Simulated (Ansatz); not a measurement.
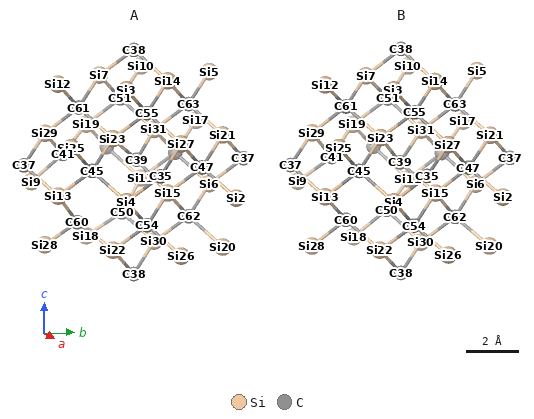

Two geometries of a defect cell of composition Si$_{31}$C$_{32}$ (cell charge −1), drawn at one scale. One is the start of a relaxation, the other its converged end. A ball-and-stick model of the atoms within 5.0 Å of the atom that moves most (axes of the cell of the calculation (origin shifted)), seen slightly off an axis.

These are results of DFT, PBEsol, PAW, plane waves (Ansatz 0.2.0), not measurements. Settings: plane-wave cutoff 420 eV; k-point mesh 1 × 1 × 1; mesh shifted by (0.25, 0.25, 0.25); collinear spin; atoms relaxed in a fixed cell; force threshold 0.03 eV/Å; at most 80 steps.

**Which of the two is the end point?**

Structure A is the relaxed one. The largest move is that of a C atom, 0.20 Å along [1 1 1]. Largest moves by element: C 0.20 Å, Si 0.07 Å. The lattice vectors keep their values. Among the contacts that change: C–Si 1.926 → 1.831 Å, C–Si 1.807 → 1.887 Å, C–Si 1.960 → 1.889 Å, C–Si 1.907 → 1.837 Å. Among the angles between lasting bonds that change: C–Si–C 111.9° → 104.0°, Si–C–Si 105.8° → 113.5°, C–Si–C 111.4° → 104.0°. After 4 geometry steps the energy has fallen by 1.644 eV per cell of the calculation. The largest force component goes from 1.8 to 0.018 eV/Å. Cost: 35 s on 7 threads of Arm Neoverse-V2, peak memory 1.7 GiB.

Limits of the set-up: the cell is charged, on a uniform background, and energies carry no finite-size correction.
